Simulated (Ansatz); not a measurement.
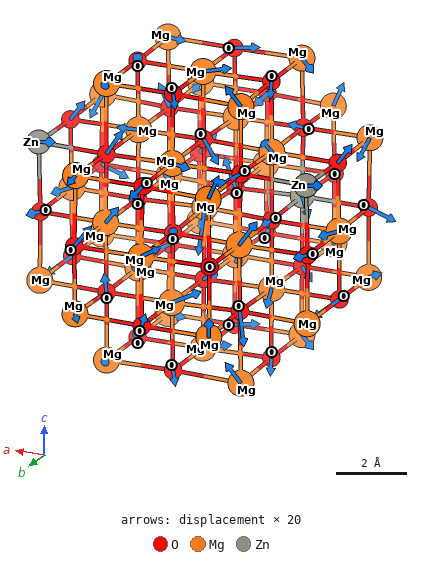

A relaxation of crystalline O32Mg30Zn2 (a generated structure, set up in P1). The starting structure is drawn; blue arrows show the displacements, 20 times their true length.

A ball-and-stick model of the atoms within 5.8 Å of the atom that moves most (axes of the cell of the calculation), seen from a free direction.

All numbers below come from DFT, PBEsol, PAW, plane waves in Ansatz. Settings: plane-wave cutoff 420 eV; k-point mesh 1 × 1 × 1; mesh shifted by (0.25, 0.25, 0.25); no spin polarisation; cell relaxed at fixed shape; force threshold 0.03 eV/Å; at most 80 steps.

Question: What did the optimiser do to the structure, and how much energy did it gain?

Answer: The largest moves, 0.071 Å, are those of O and Mg atoms. By element the largest moves are Mg 0.071 Å, O 0.071 Å, Zn 0.036 Å. The cell doesn't change. Near-neighbour distances that change, for instance: Mg–O 2.161 → 2.086 Å, O–Zn 2.058 → 2.130 Å, Mg–O 2.179 → 2.110 Å, Mg–O 2.051 → 2.106 Å. Bond angles that change, for instance: O–Mg–O 174.8° → 179.3°, O–Mg–O 86.2° → 90.0°, Mg–O–Mg 93.5° → 90.0°. The space group (tolerance 0.01 Å) goes from P1 (No. 1) to Cmcm (No. 63). The energy falls by 7.7 meV per atom in 4 geometry steps. The largest force component goes from 0.8 to 0.0034 eV/Å. Pressure: 0.35 GPa at the start and −0.01 GPa at the end.
